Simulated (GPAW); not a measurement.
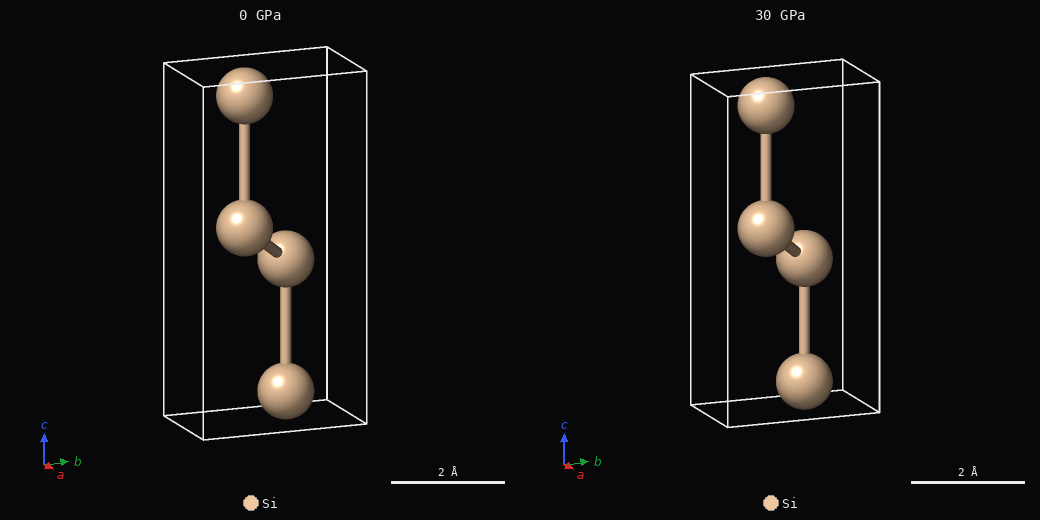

Si, hexagonal diamond (lonsdaleite type), space group P6₃/mmc (No. 194), relaxed (cell and atoms) under a series of hydrostatic pressures; the conventional cell is drawn at the lowest and the highest, to one scale (sticks follow a distance rule). The start was a structure listed in the Materials Project. This isn't the form of Si at room conditions, which is diamond.

Alike in all runs: GPAW 26.7.0; functional PBEsol; potentials PAW data sets generated in the run's folder for this functional; cutoff 600 eV; k mesh 7 × 7 × 4 on the run's cell of 4 atoms; occupations fermi-dirac, width 0.05 eV; no spin polarisation; no spin-orbit coupling.

| pressure (GPa) | volume (Å³/atom) | a (Å) | c (Å) |
| --- | --- | --- | --- |
| 0.0 | 20.096 | 3.830 | 6.329 |
| 2.0 | ? | ? | ? |
| 5.0 | 19.147 | 3.769 | 6.227 |
| 10.0 | 18.387 | 3.718 | 6.144 |
| 20.0 | 17.200 | 3.632 | 6.022 |
| 30.0 | 16.301 | 3.563 | 5.930 |

### Fit a third-order Birch-Murnaghan equation to the rows given and use it to fill in the volume that is left out.

The fit gives V0 = 20.09 Å³/atom, B0 = 95 GPa and B0′ = 4.0, which puts the volume at 2.0 GPa at 19.68 Å³/atom. The run gave volume 19.676 Å³/atom; a 3.803 Å; c 6.284 Å.

### Which axis yields most up to 30 GPa?

The axes shrink nearly alike: a −7.0 %, c −6.3 %, against −18.9 % in volume.

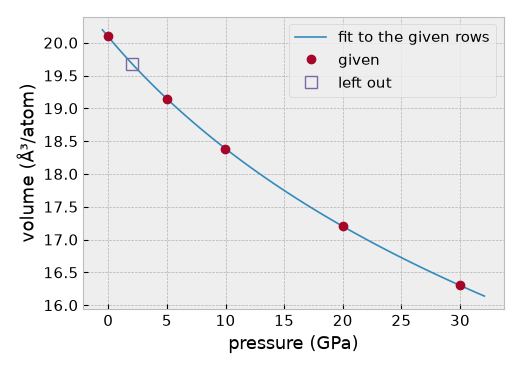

Volume against pressure, with the fit. The structure was kept in its own symmetry, so a change to another phase within this range wouldn't be seen. The gaps aren't listed, since this mesh can miss the band edges.

Caveat: later steps reuse the first step's grids.
